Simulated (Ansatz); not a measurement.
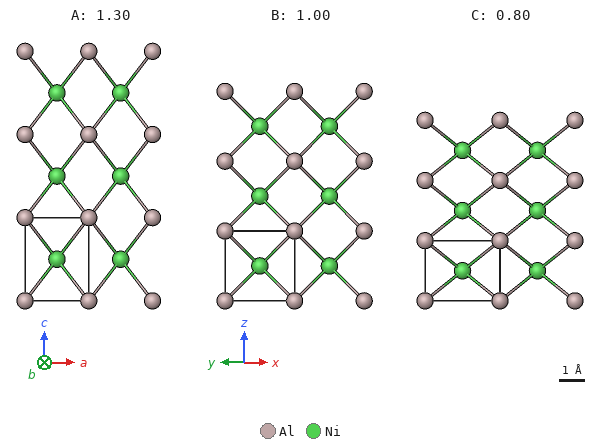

A crystal of AlNi (P4/mmm): the ratio of the cell's length along z to its lengths across, counted as 1 for the reference, is changed at fixed volume (a c/a path), with the atoms kept at their fractional coordinates. x, y and z are the Cartesian axes of the input. A ball-and-stick model of the cell of the calculation, repeated 2 × 2 × 3 with one cell outlined, seen along the b axis.

These are results of Ansatz 0.2.0, DFT PBEsol, scalar-relativistic, plane waves, PAW, not measurements. Set-up: plane-wave cutoff 420 eV; k-point mesh 24 × 24 × 24; occupations gaussian; smearing width 0.15 eV; no spin polarisation. Energies (free energies at the smearing named) are counted from the relaxed crystal.

> Order these geometries by energy, lowest first.

Lowest first: B (the relative ratio 1.00, 0.0 meV/atom), A (the relative ratio 1.30, 88.9 meV/atom), C (the relative ratio 0.80, 154.1 meV/atom). Over the whole scan: the lowest computed point lies at the relative ratio 1.00 (0.0 meV/atom). The distortion keeps the space group P4/mmm. At the relative ratio 1.30 the cell of the drawing goes a 2.859 → 2.619 Å, b 2.859 → 2.619 Å, c 2.869 → 3.418 Å.
